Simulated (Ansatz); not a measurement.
**B19N18 (charge +3): geometry relaxation (part 1 of 4)**

System: B19N18 (defect cell, 37 atoms in the cell, total charge +3).
Method: DFT PBE, scalar-relativistic, plane waves, PAW, no spin polarisation (Ansatz 0.2.0).

The structure derives from a Materials Project entry. It belongs to a series of runs on one base structure; here: B interstitial, charge +3, atoms relaxed at the host's cell.

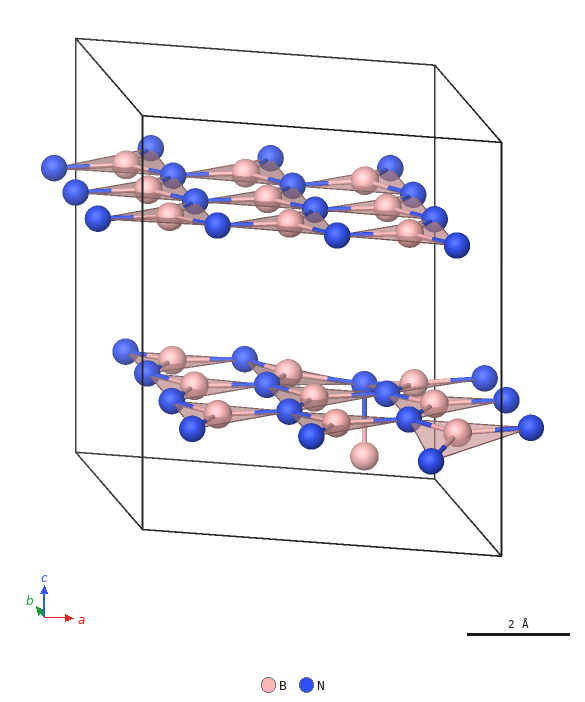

Figure 1. The input geometry (polyhedral view of the cell of the calculation, seen slightly off an axis; polyhedra are completed across the faces of the cell). An atom can appear more than once, as a periodic image.

## Input file
```yaml
crystal:
  lattice:
    - [3.7682717313, -6.5268380953, 0.0]
    - [-7.5365434625, 0.0, 0.0]
    - [0.0, 0.0, -8.3431560662]
  atoms:
    - { symbol: B, position: [0.4530268248, 0.5616756795, 0.7234988603] }
    - { symbol: B, position: [0.1198128435, 0.5616666118, 0.7240167584] }
    - { symbol: B, position: [0.7866237875, 0.5616765987, 0.7234997291] }
    - { symbol: B, position: [0.453157725, 0.2283452411, 0.7264499792] }
    - { symbol: B, position: [0.1188488044, 0.2298226902, 0.7206929899] }
    - { symbol: B, position: [0.7865835914, 0.2284766395, 0.7236210024] }
    - { symbol: B, position: [0.4530820782, 0.8949852212, 0.723451718] }
    - { symbol: B, position: [0.1204656753, 0.8933367623, 0.7223179372] }
    - { symbol: B, position: [0.784616179, 0.8887933043, 0.7276511803] }
    - { symbol: B, position: [0.5605975139, 0.4427933614, 0.2729120801] }
    - { symbol: B, position: [0.227248016, 0.4445391962, 0.2791074194] }
    - { symbol: B, position: [0.8956506677, 0.4445372618, 0.2790502689] }
    - { symbol: B, position: [0.5605686163, 0.1111574938, 0.2727806163] }
    - { symbol: B, position: [0.2302256065, 0.1078975389, 0.2733038614] }
    - { symbol: B, position: [0.9004535369, 0.1214451992, 0.2691056993] }
    - { symbol: B, position: [0.5490119163, 0.7712005196, 0.2688049847] }
    - { symbol: B, position: [0.2272156185, 0.7761232004, 0.2788339462] }
    - { symbol: B, position: [0.9000322917, 0.7744495344, 0.2668900967] }
    - { symbol: "N", position: [0.4496171153, 0.5546411936, 0.2751274416] }
    - { symbol: "N", position: [0.1167070541, 0.5550459529, 0.2810582093] }
    - { symbol: "N", position: [0.7833841462, 0.5546264621, 0.2750948541] }
    - { symbol: "N", position: [0.4500427099, 0.2217136663, 0.2724700267] }
    - { symbol: "N", position: [0.1237780164, 0.2269258432, 0.275989509] }
    - { symbol: "N", position: [0.7833892461, 0.2221422764, 0.2750826971] }
    - { symbol: "N", position: [0.4496046091, 0.888356065, 0.2748942608] }
    - { symbol: "N", position: [0.1181016809, 0.88893462, 0.2715906011] }
    - { symbol: "N", position: [0.7827682277, 0.8871944974, 0.2363941015] }
    - { symbol: "N", position: [0.5643107963, 0.4506500333, 0.7250703473] }
    - { symbol: "N", position: [0.2309324764, 0.4505884571, 0.7236556731] }
    - { symbol: "N", position: [0.8976255783, 0.4505930816, 0.7236243988] }
    - { symbol: "N", position: [0.5643006309, 0.1172434734, 0.7250840374] }
    - { symbol: "N", position: [0.2312149, 0.1184600038, 0.7273980048] }
    - { symbol: "N", position: [0.8977699619, 0.1169823261, 0.7226202112] }
    - { symbol: "N", position: [0.5638622069, 0.7837119209, 0.7207368203] }
    - { symbol: "N", position: [0.2309455754, 0.7839192, 0.7234800424] }
    - { symbol: "N", position: [0.899737957, 0.7839763662, 0.720419774] }
    - { symbol: B, position: [-0.2162900063, -0.1086547746, 0.0613069435] }
  host:
    lattice:
      - [2.5121811542, 0.0, 0.0]
      - [-1.2560905771, 2.1756126984, 0.0]
      - [0.0, 0.0, 8.3431560662]
    atoms:
      - { symbol: B, position: [0.3333333333, 0.6666666667, 0.25] }
      - { symbol: B, position: [0.6666666667, 0.3333333333, 0.75] }
      - { symbol: "N", position: [0.3333333333, 0.6666666667, 0.75] }
      - { symbol: "N", position: [0.6666666667, 0.3333333333, 0.25] }
total_charge: 3
basis:
  ecutwfc: 420
  xc_grid: 2
kpoints:
  mp_grid: { grid: [2, 2, 2], shift: [0.0, 0.0, 0.0] }
hamiltonian:
  xc: pbe
scf:
  occupations: { method: gaussian, width: 0.01 }
output:
  forces: true
  stress: false
  eigenvalues: true
  charged_corrections:
    defect_position: [0.0, 0.0, 0.0]
    epsilon: [[5.4678, 0.0, 0.0], [0.0, 5.4678, 0.0], [0.0, 0.0, 2.1413]]
  write_density: true
  write_potential: true
  elf: true
  volumetric_format: npy
relax:
  adjacent_minimum: "off"
  f_tol: 0.025
  max_steps: 45
```

Launch command:
```bash
ansatz run input.yaml --threads 4 --pin off --max-ram 10240MiB --backend cpu --events-out ev --progress --plain --runs-dir out
```

## Output
```
Engine: ansatz 0.2.0, aarch64-unknown-linux-gnu
Pseudopotentials: kind: paw
Pseudopotential: B, paw, valence charge 3, recommended cutoff 420 eV (normal), B.paw.azcp
Pseudopotential: N, paw, valence charge 5, recommended cutoff 420 eV (normal), N.paw.azcp
Functional definition: PBE
  parameter kappa = 0.804
  parameter beta = 0.06672455060314922
  exchange = pbe_x(kappa = kappa, mu = beta*pi^2/3)
  correlation = pbe_c(beta = beta)
Crystal: 37 atoms, lattice volume = 410.398 Å³
Basis set: ecut = 420 eV, 8031 PW (Γ), exchange–correlation on 108×108×120 points (8 copies of the dense FFT grid, shifted against one another)
Bands: 109, of which v1, the nominal top of the filled ones, is band 72 counted from 1 (71 counted from 0)
Symmetry: 1 space group operations
Space group: P1 (ITA 1), of the structure as read, at distance tolerance 7.4e-5 Å
k-points: 8
Non-local potential: B, projectors of the file, l = 0: 2, l = 1: 2, l = 2: 1
Non-local potential: N, projectors of the file, l = 0: 2, l = 1: 2, l = 2: 1
PAW form: soft (Blöchl's): semilocal exchange-correlation on the pseudo side does not see the compensation charge
PAW one-centre angular grid: B, 110 points (default); XC on 64 Gauss nodes
PAW one-centre angular grid: N, 110 points (default); XC on 64 Gauss nodes
Initial density: superposition of atomic densities (neutral atoms scaled as one to the charged cell's electrons: chi_scale 0, normalization atom), corrected by the library's trained network
Initial wavefunctions: pseudopotential atomic-orbital guess
Functional: x = pbe(κ = 0.804, μ = 0.2195149727645171), c = pbe(β = 0.06672455060314922)
SCF iter   1: F=—  HF=-9928.469113 eV  |F-HF|=—  |Δ(HF+E_count)|=         —  Δρ=4.57e-2  dr2=2.44e1  ethr=1.77e-3  ⟨swp⟩=6.6  Hψ=4123  notcnv=0  defer=118
preconditioner: auto → Resta (q_TF=auto, 2.291 Å⁻¹)  ε∞=3.0  [insulator: Δε(μ)=1.325 eV  Ē_g=15.416 eV  σ=0.010 eV  W_gap=1.00  n_scr=84 (ndim 8)  ℏωp=22.0 eV  f_vac=0.174  D(μ)=0.00/eV (n_scr^D=0)  ε∞_Penn≈3.0]
SCF iter   2: F=—  HF=-9925.589260 eV  |F-HF|=—  |Δ(HF+E_count)|=    2.88e0  Δρ=2.99e-2  dr2=6.88e0  ethr=1.77e-3  ⟨swp⟩=4.1  Hψ=1789  notcnv=0  defer=255
preconditioner: auto → LDOS  [insulator: Δε(μ)=0.013 eV  Ē_g=14.879 eV  σ=0.010 eV  W_gap=0.63  n_scr=84 (ndim 8)  ℏωp=22.0 eV  f_vac=0.182  D(μ)=25.47/eV (n_scr^D=242)  ε∞_Penn≈3.2  β→1.0]
SCF iter   3: F=—  HF=-9924.385755 eV  |F-HF|=—  |Δ(HF+E_count)|=    1.20e0  Δρ=1.29e-2  dr2=1.13e0  ethr=1.77e-3  ⟨swp⟩=3.0  Hψ=1176  notcnv=0  defer=260
SCF iter   4: F=—  HF=-9924.223389 eV  |F-HF|=—  |Δ(HF+E_count)|=   1.62e-1  Δρ=8.12e-3  dr2=5.08e-1  ethr=7.84e-4  ⟨swp⟩=2.0  Hψ=714  notcnv=0  defer=260
SCF iter   5: F=—  HF=-9924.212252 eV  |F-HF|=—  |Δ(HF+E_count)|=   1.11e-2  Δρ=4.01e-3  dr2=1.28e-1  ethr=3.53e-4  ⟨swp⟩=1.5  Hψ=966  notcnv=0  defer=263
SCF iter   6: F=—  HF=-9924.208918 eV  |F-HF|=—  |Δ(HF+E_count)|=   3.33e-3  Δρ=2.08e-3  dr2=3.05e-2  ethr=8.91e-5  ⟨swp⟩=2.0  Hψ=691  notcnv=0  defer=263
SCF iter   7: F=—  HF=-9924.210285 eV  |F-HF|=—  |Δ(HF+E_count)|=   1.37e-3  Δρ=1.98e-3  dr2=3.68e-2  ethr=2.12e-5  ⟨swp⟩=2.2  Hψ=638  notcnv=0  defer=263
SCF iter   8: F=—  HF=-9924.209821 eV  |F-HF|=—  |Δ(HF+E_count)|=   4.63e-4  Δρ=9.37e-4  dr2=7.04e-3  ethr=2.12e-5  ⟨swp⟩=1.0  Hψ=609  notcnv=0  defer=263
SCF iter   9: F=—  HF=-9924.209254 eV  |F-HF|=—  |Δ(HF+E_count)|=   5.67e-4  Δρ=4.39e-4  dr2=1.39e-3  ethr=4.89e-6  ⟨swp⟩=2.0  Hψ=694  notcnv=0  defer=263
SCF iter  10: F=—  HF=-9924.209287 eV  |F-HF|=—  |Δ(HF+E_count)|=   3.28e-5  Δρ=9.30e-4  dr2=8.78e-3  ethr=9.63e-7  ⟨swp⟩=2.0  Hψ=740  notcnv=0  defer=263  recentre
SCF iter  11: F=—  HF=-9924.209178 eV  |F-HF|=—  |Δ(HF+E_count)|=   1.09e-4  Δρ=4.24e-4  dr2=1.80e-3  ethr=9.63e-7  ⟨swp⟩=1.0  Hψ=641  notcnv=0  defer=263
SCF iter  12: F=—  HF=-9924.209155 eV  |F-HF|=—  |Δ(HF+E_count)|=   2.34e-5  Δρ=2.09e-4  dr2=4.31e-4  ethr=9.63e-7  ⟨swp⟩=1.0  Hψ=609  notcnv=0  defer=263
SCF iter  13: F=-9924.209137 eV  HF=-9924.209147 eV  |F-HF|=9.87e-6  |Δ(HF+E_count)|=   7.86e-6  Δρ=4.52e-5  dr2=1.24e-5  ethr=1.09e-8  ⟨swp⟩=22.4  Hψ=8963  notcnv=0
SCF 1 converged in 13 iterations: F = -9924.209137 eV  dr2 = 1.24e-5
  greatest PAW one-centre occupation: 0.801 electrons in one spin orbital (limit 2), on the N atom at site 35 (counted from 0), in its partial waves of l = 0
relax step   1: F+E_penalty+E_count = -9924.20913730 eV  Δ(F+E_penalty+E_count) = +0.000e0 eV  max|allowed force component| = 2.224e0 eV/Å  Δτ_max = 0.0000 Å  (13 SCF iters, dr2 threshold 1.56e-5 eV, accepted)
Initial density: handed on by an earlier stage of this run
Initial wavefunctions: those handed on with the density
SCF iter   1: F=—  HF=-9926.970242 eV  |F-HF|=—  |Δ(HF+E_count)|=         —  Δρ=4.25e-2  dr2=8.68e0  ethr=3.10e-3  ⟨swp⟩=5.2  Hψ=2554  notcnv=0  defer=212
preconditioner: auto → LDOS  [insulator: Δε(μ)=0.058 eV  Ē_g=15.001 eV  σ=0.010 eV  W_gap=0.56  n_scr=84 (ndim 8)  ℏωp=22.0 eV  f_vac=0.225  D(μ)=37.69/eV (n_scr^D=454)  ε∞_Penn≈3.2  β→1.0]
SCF iter   2: F=—  HF=-9925.865164 eV  |F-HF|=—  |Δ(HF+E_count)|=    1.11e0  Δρ=2.57e-2  dr2=5.03e0  ethr=3.10e-3  ⟨swp⟩=3.4  Hψ=1505  notcnv=0  defer=263
SCF iter   3: F=—  HF=-9924.457665 eV  |F-HF|=—  |Δ(HF+E_count)|=    1.41e0  Δρ=5.02e-3  dr2=2.06e-1  ethr=3.10e-3  ⟨swp⟩=2.8  Hψ=1083  notcnv=0  defer=263
SCF iter   4: F=—  HF=-9924.480956 eV  |F-HF|=—  |Δ(HF+E_count)|=   2.33e-2  Δρ=6.47e-3  dr2=3.37e-1  ethr=1.43e-4  ⟨swp⟩=2.6  Hψ=1141  notcnv=0  defer=263
SCF iter   5: F=—  HF=-9924.463070 eV  |F-HF|=—  |Δ(HF+E_count)|=   1.79e-2  Δρ=1.27e-3  dr2=7.94e-3  ethr=1.43e-4  ⟨swp⟩=2.8  Hψ=1048  notcnv=0  defer=260
SCF iter   6: F=—  HF=-9924.462352 eV  |F-HF|=—  |Δ(HF+E_count)|=   7.18e-4  Δρ=5.69e-4  dr2=2.22e-3  ethr=5.51e-6  ⟨swp⟩=2.0  Hψ=1162  notcnv=0  defer=260
SCF iter   7: F=—  HF=-9924.462338 eV  |F-HF|=—  |Δ(HF+E_count)|=   1.40e-5  Δρ=3.65e-4  dr2=1.23e-3  ethr=1.54e-6  ⟨swp⟩=3.0  Hψ=1141  notcnv=0  defer=260
SCF iter   8: F=—  HF=-9924.462225 eV  |F-HF|=—  |Δ(HF+E_count)|=   1.13e-4  Δρ=2.62e-4  dr2=7.98e-4  ethr=8.56e-7  ⟨swp⟩=1.0  Hψ=612  notcnv=0  defer=260
SCF iter   9: F=—  HF=-9924.462114 eV  |F-HF|=—  |Δ(HF+E_count)|=   1.11e-4  Δρ=1.48e-4  dr2=2.36e-4  ethr=5.54e-7  ⟨swp⟩=1.6  Hψ=617  notcnv=0  defer=260
SCF iter  10: F=—  HF=-9924.462108 eV  |F-HF|=—  |Δ(HF+E_count)|=   6.32e-6  Δρ=1.57e-4  dr2=2.08e-4  ethr=1.64e-7  ⟨swp⟩=1.8  Hψ=645  notcnv=0  defer=260
SCF iter  11: F=-9924.462075 eV  HF=-9924.462102 eV  |F-HF|=2.72e-5  |Δ(HF+E_count)|=   5.71e-6  Δρ=6.46e-5  dr2=3.10e-5  ethr=6.94e-8  ⟨swp⟩=21.8  Hψ=8307  notcnv=0
SCF 2 converged in 11 iterations: F = -9924.462075 eV  dr2 = 3.10e-5
relax step   2: F+E_penalty+E_count = -9924.46207476 eV  Δ(F+E_penalty+E_count) = -2.529e-1 eV  max|allowed force component| = 1.051e0 eV/Å  Δτ_max = 0.1930 Å  (11 SCF iters, dr2 threshold 1.00e-4 eV, accepted)
[... from here on the SCF iterations and repeated set-up lines of each step are left out, up to the last step ...]
SCF 3 converged in 16 iterations: F = -9924.751453 eV  dr2 = 2.82e-5
relax step   3: F+E_penalty+E_count = -9924.75145337 eV  Δ(F+E_penalty+E_count) = -2.894e-1 eV  max|allowed force component| = 1.164e0 eV/Å  Δτ_max = 0.1931 Å  (16 SCF iters, dr2 threshold 6.91e-5 eV, accepted)
SCF 4 converged in 16 iterations: F = -9925.331442 eV  dr2 = 8.88e-5
relax step   4: F+E_penalty+E_count = -9925.33144174 eV  Δ(F+E_penalty+E_count) = -5.800e-1 eV  max|allowed force component| = 7.762e-1 eV/Å  Δτ_max = 0.1910 Å  (16 SCF iters, dr2 threshold 1.00e-4 eV, accepted)
SCF 5 converged in 8 iterations: F = -9925.552170 eV  dr2 = 5.16e-6
relax step   5: F+E_penalty+E_count = -9925.55216951 eV  Δ(F+E_penalty+E_count) = -2.207e-1 eV  max|allowed force component| = 4.832e0 eV/Å  Δτ_max = 0.1944 Å  (8 SCF iters, dr2 threshold 1.00e-4 eV, accepted)
SCF 6 converged in 7 iterations: F = -9925.985625 eV  dr2 = 1.05e-5
relax step   6: F+E_penalty+E_count = -9925.98562549 eV  Δ(F+E_penalty+E_count) = -4.335e-1 eV  max|allowed force component| = 5.337e0 eV/Å  Δτ_max = 0.2000 Å  (7 SCF iters, dr2 threshold 1.00e-4 eV, accepted)
SCF 7 converged in 7 iterations: F = -9926.563927 eV  dr2 = 1.13e-5
relax step   7: F+E_penalty+E_count = -9926.56392740 eV  Δ(F+E_penalty+E_count) = -5.783e-1 eV  max|allowed force component| = 2.336e0 eV/Å  Δτ_max = 0.1943 Å  (7 SCF iters, dr2 threshold 1.00e-4 eV, accepted)
SCF 8 converged in 6 iterations: F = -9927.012522 eV  dr2 = 2.74e-5
relax step   8: F+E_penalty+E_count = -9927.01252167 eV  Δ(F+E_penalty+E_count) = -4.486e-1 eV  max|allowed force component| = 9.018e-1 eV/Å  Δτ_max = 0.2000 Å  (6 SCF iters, dr2 threshold 1.00e-4 eV, accepted)
SCF 9 converged in 6 iterations: F = -9927.267871 eV  dr2 = 4.69e-5
relax step   9: F+E_penalty+E_count = -9927.26787103 eV  Δ(F+E_penalty+E_count) = -2.553e-1 eV  max|allowed force component| = 1.329e0 eV/Å  Δτ_max = 0.2000 Å  (6 SCF iters, dr2 threshold 1.00e-4 eV, accepted)
SCF 10 converged in 6 iterations: F = -9927.493509 eV  dr2 = 3.66e-5
relax step  10: F+E_penalty+E_count = -9927.49350922 eV  Δ(F+E_penalty+E_count) = -2.256e-1 eV  max|allowed force component| = 1.523e0 eV/Å  Δτ_max = 0.1971 Å  (6 SCF iters, dr2 threshold 1.00e-4 eV, accepted)
SCF 11 converged in 6 iterations: F = -9927.701315 eV  dr2 = 7.85e-6
relax step  11: F+E_penalty+E_count = -9927.70131491 eV  Δ(F+E_penalty+E_count) = -2.078e-1 eV  max|allowed force component| = 4.208e-1 eV/Å  Δτ_max = 0.0971 Å  (6 SCF iters, dr2 threshold 1.00e-4 eV, accepted)
SCF 12 converged in 6 iterations: F = -9927.741928 eV  dr2 = 5.97e-6
relax step  12: F+E_penalty+E_count = -9927.74192824 eV  Δ(F+E_penalty+E_count) = -4.061e-2 eV  max|allowed force component| = 1.549e-1 eV/Å  Δτ_max = 0.0783 Å  (6 SCF iters, dr2 threshold 1.35e-5 eV, accepted)
SCF 13 converged in 7 iterations: F = -9927.756227 eV  dr2 = 1.13e-6
relax step  13: F+E_penalty+E_count = -9927.75622691 eV  Δ(F+E_penalty+E_count) = -1.430e-2 eV  max|allowed force component| = 3.982e-1 eV/Å  Δτ_max = 0.1087 Å  (7 SCF iters, dr2 threshold 1.83e-6 eV, accepted)
SCF 14 converged in 6 iterations: F = -9927.594940 eV  dr2 = 3.78e-6
relax step  14: F+E_penalty+E_count = -9927.59493962 eV  Δ(F+E_penalty+E_count) = +1.613e-1 eV  max|allowed force component| = 2.642e0 eV/Å  Δτ_max = 0.0908 Å  (6 SCF iters, dr2 threshold 2.15e-5 eV, rejected (line search))
iter 1 solved again at ethr=3.64e-4 eV; its pass at ethr=3.10e-3 eV (dr2=5.25e-1 eV) is discarded
SCF iter   1: F=—  HF=-9927.906857 eV  |F-HF|=—  |Δ(HF+E_count)|=         —  Δρ=1.42e-2  dr2=5.29e-1  ethr=3.64e-4  ⟨swp⟩=1.0  Hψ=3038  notcnv=0  defer=249
preconditioner: auto → Resta (q_TF=auto, 2.291 Å⁻¹)  ε∞=3.1  [insulator: Δε(μ)=1.643 eV  Ē_g=15.166 eV  σ=0.010 eV  W_gap=1.00  n_scr=84 (ndim 8)  ℏωp=22.0 eV  f_vac=0.223  D(μ)=0.00/eV (n_scr^D=0)  ε∞_Penn≈3.1]
SCF iter   2: F=—  HF=-9927.783972 eV  |F-HF|=—  |Δ(HF+E_count)|=   1.23e-1  Δρ=6.89e-3  dr2=9.78e-2  ethr=3.64e-4  ⟨swp⟩=2.2  Hψ=1012  notcnv=0  defer=249
SCF iter   3: F=—  HF=-9927.766113 eV  |F-HF|=—  |Δ(HF+E_count)|=   1.79e-2  Δρ=1.67e-3  dr2=7.37e-3  ethr=6.79e-5  ⟨swp⟩=2.8  Hψ=1114  notcnv=0  defer=249
SCF iter   4: F=—  HF=-9927.765121 eV  |F-HF|=—  |Δ(HF+E_count)|=   9.92e-4  Δρ=4.26e-4  dr2=5.21e-4  ethr=5.12e-6  ⟨swp⟩=2.0  Hψ=1246  notcnv=0  defer=249
SCF iter   5: F=—  HF=-9927.765163 eV  |F-HF|=—  |Δ(HF+E_count)|=   4.11e-5  Δρ=9.57e-5  dr2=4.17e-5  ethr=3.62e-7  ⟨swp⟩=2.0  Hψ=1115  notcnv=0  defer=249
SCF iter   6: F=—  HF=-9927.765015 eV  |F-HF|=—  |Δ(HF+E_count)|=   1.47e-4  Δρ=3.41e-5  dr2=5.96e-6  ethr=2.89e-8  ⟨swp⟩=2.0  Hψ=1269  notcnv=0  defer=249
SCF iter   7: F=—  HF=-9927.765015 eV  |F-HF|=—  |Δ(HF+E_count)|=   1.24e-7  Δρ=1.75e-5  dr2=1.38e-6  ethr=4.14e-9  ⟨swp⟩=2.0  Hψ=1191  notcnv=0  defer=249
SCF iter   8: F=-9927.765015 eV  HF=-9927.765015 eV  |F-HF|=3.09e-8  |Δ(HF+E_count)|=   3.21e-7  Δρ=3.11e-6  dr2=5.61e-8  ethr=6.94e-11  ⟨swp⟩=17.1  Hψ=7910  notcnv=0
SCF 15 converged in 8 iterations: F = -9927.765015 eV  dr2 = 5.61e-8
relax step  15: F+E_penalty+E_count = -9927.76501504 eV  Δ(F+E_penalty+E_count) = -8.788e-3 eV  max|allowed force component| = 2.353e-2 eV/Å  Δτ_max = 0.0346 Å  (8 SCF iters, accepted)
```

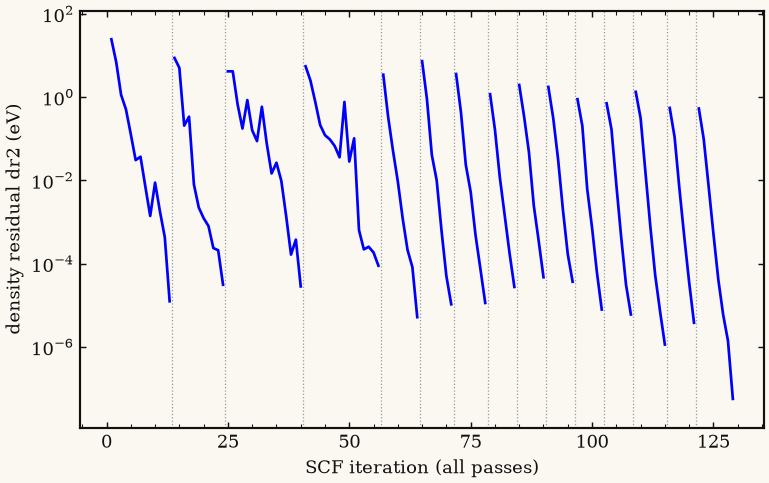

Figure 2. Convergence of the self-consistent field: density residual dr2 against the SCF iteration. The dotted lines part the SCF passes of the relaxation: geometry steps, rejected trials and re-solves on a re-selected basis. The 15 passes take 6 to 16 iterations each, 129 in all.
